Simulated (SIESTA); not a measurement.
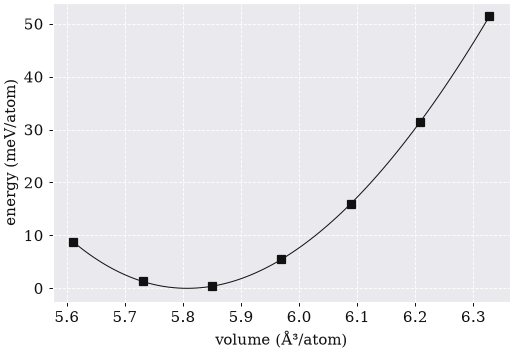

The plot gives the computed energy against volume for BN, space group P6_3mc (No. 186).

Starting cell:
```yaml
crystal:
  lattice:
    - [2.55394, 0.00000, 0.00000]
    - [-1.27697, 2.21178, 0.00000]
    - [0.00000, 0.00000, 4.22685]
  atoms:
    - { symbol: N, position: [0.33333, 0.66667, 0.12528] }
    - { symbol: N, position: [0.66667, 0.33333, 0.62528] }
    - { symbol: B, position: [0.33333, 0.66667, 0.49972] }
    - { symbol: B, position: [0.66667, 0.33333, 0.99972] }
```

Calculation (SIESTA 5.4.2): DFT in numerical atomic orbitals with pseudopotentials, no spin polarisation; energies at scaled volumes of the given cell, shape and fractions fixed, counted from the fit's minimum, third-order Birch-Murnaghan fit. Level: LDA.

```json
{"setting": "k mesh", "value": "12×12×6"}
{"setting": "occupations", "value": "Fermi–Dirac"}
{"setting": "smearing width", "value": "0.05 eV"}
{"setting": "potentials", "value": "PseudoDojo 0.4 standard, converted to PSML, two zetas on semicore shells"}
{"setting": "program settings", "value": "basis DZP, mesh cutoff 800 Ry"}
```

This calculation gives: equilibrium volume 5.81 Å³/atom and bulk modulus 403 GPa.

Now the level changes from LDA to PBEsol. How do these quantities change?

The equilibrium volume rises from 5.81 to 5.94 Å³/atom (+2.2 %) and the bulk modulus falls from 403 to 388 GPa (−3.7 %).

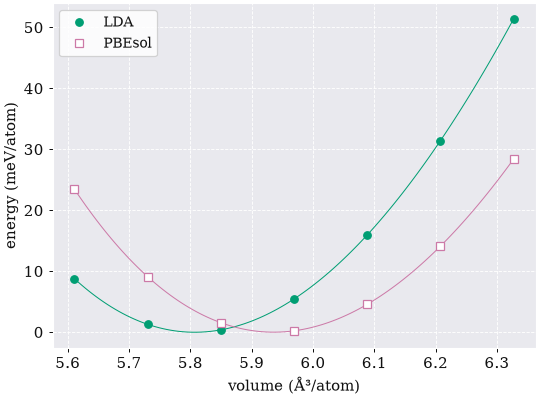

The two results together.

For both, limits of the calculation: mulliken charges of long orbitals; shape and atomic fractions are frozen while scaling, which makes layered, chain and framework solids too stiff.

V0 and the bulk modulus come from third-order Birch–Murnaghan fits.
